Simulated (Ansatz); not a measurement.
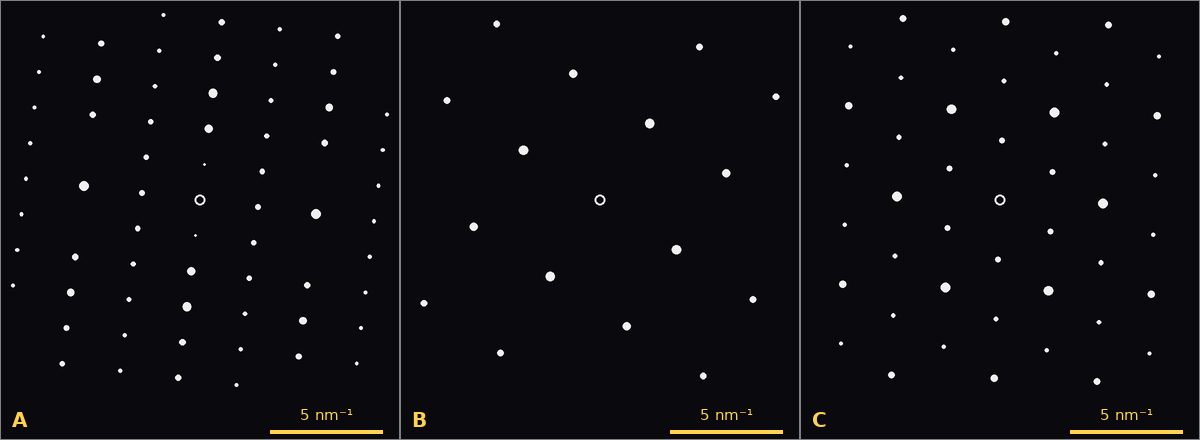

Kinematic electron diffraction patterns (200 kV, B = 0.5 Å², same scale, each along a low-index zone) of three structures of composition Zn, each relaxed at zero pressure with Ansatz 0.2.0, DFT PBE, scalar-relativistic, plane waves, PAW.

The structures (standard cells):
1. P6/mmm (No. 191), a = 4.318 Å, c = 4.934 Å (hexagonal axes), 4 atoms; generated start, possibly hypothetical
2. I4/mmm (No. 139), a = 3.444 Å, c = 2.613 Å, 2 atoms; generated start, possibly hypothetical
3. Cmmm (No. 65), a = 5.302 Å, b = 5.455 Å, c = 6.202 Å, 10 atoms; generated start, possibly hypothetical

Which pattern belongs to which structure, and along which zone?

Answer. A is structure 3 along [110] or an equivalent direction: rectangular net of 0 0 1 (weak) at d = 6.20 Å and 1 -1 0 at d = 3.80 Å, 90.0° apart (some points of this net are extinct or too weak to see). B is structure 2 along [001]: square net of 1 -1 0 at d = 2.44 Å and 1 1 0 at d = 2.44 Å, 90.0° apart. C is structure 1 along [001]: hexagonal net of 1 -1 0 at d = 3.74 Å and 1 0 0 at d = 3.74 Å, 60.0° apart.

Which structure lies lowest at this level of theory, and by how much?

Answer. Structure 2 (I4/mmm, 15.50 Å³ an atom) is the lowest of these; structure 3 (Cmmm, 17.94 Å³ an atom) lies about 150 meV an atom higher; structure 1 (P6/mmm, 19.92 Å³ an atom) lies about 180 meV an atom higher. These are static energies at 0 K; other structures, not shown, may lie lower still.
